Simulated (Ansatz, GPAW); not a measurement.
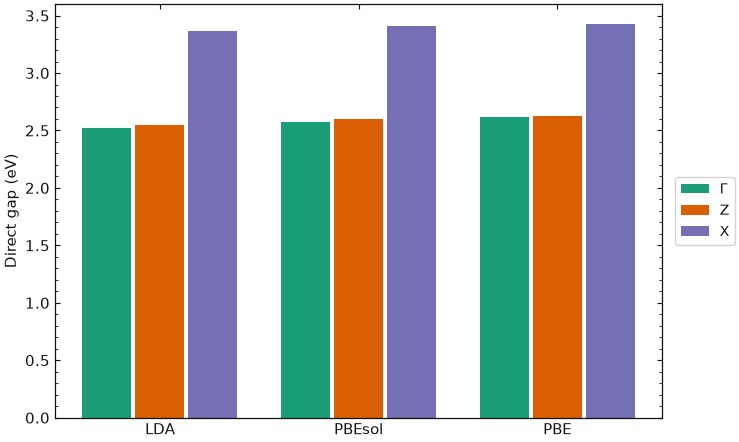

Direct gap at each named k point, by several methods on one cell of anatase TiO₂, space group I4_1/amd, 6 atoms in the primitive cell; a = 3.784 Å, c = 9.515 Å (tetragonal axes). All runs are without spin-orbit coupling and carry no moments. In reduced coordinates of the cell that was run, Z is (0.5, 0.5, −0.5) and X is (−0.5, 0.5, 0). The cell is at 5 GPa in PBE. The smallest gap is indirect or lies off these points.

| method | program | Γ (eV) | Z (eV) | X (eV) |
| --- | --- | --- | --- | --- |
| LDA | Ansatz | 2.52 | 2.55 | 3.37 |
| PBEsol | Ansatz | 2.57 | 2.60 | 3.41 |
| PBE | Ansatz | 2.62 | 2.63 | 3.43 |

**What does TB-mBJ give? It was run as: TB-mBJ, GPAW PAW data sets for LDA (gpaw-data 1.2.1), 8×8×8 k mesh, 800 eV cutoff, Fermi-Dirac smearing of 0.05 eV (GPAW).**

A meta-GGA of this kind opens the gap over the LDA and GGA values shown, the highest of which is 2.62 eV (PBE) at Γ. TB-mBJ gives 3.39 eV at Γ, 3.42 eV at Z and 4.07 eV at X, which is +0.77 eV from PBE at Γ.

**How do the methods rank at Γ?**

From low to high: LDA 2.52, PBEsol 2.57, PBE 2.62, TB-mBJ 3.39 eV. Too close to rank are LDA against PBEsol (different potentials and cutoffs) and PBEsol against PBE (different potentials).

Settings. LDA: PseudoDojo standard (LDA files), 10×10×10 k mesh, 1143 eV cutoff, Fermi-Dirac smearing of 0.05 eV (Ansatz 0.2.0). PBEsol: PseudoDojo stringent (PBEsol files), 10×10×10 k mesh, 1252 eV cutoff, Fermi-Dirac smearing of 0.05 eV (Ansatz). PBE: PseudoDojo stringent (PBE files), 10×10×10 k mesh, 1252 eV cutoff, Fermi-Dirac smearing of 0.05 eV (Ansatz).

These are four of the 7 methods that were run on this cell. Runs that lie over 0.07 eV from the median of the programs for their method weren't drawn. The runs come from different programs and meshes, which adds differences of its own. LDA, GGA and most meta-GGA functionals understate gaps. TB-mBJ: the PAW data sets were made with another functional. TB-mBJ: this is a model potential built to give gaps, with no total energy. Over all k points computed the smallest gap is 2.06 eV in LDA (mesh alone), 2.09 eV in PBEsol, 2.16 eV in PBE (mesh alone) and 3.01 eV in TB-mBJ (mesh alone).
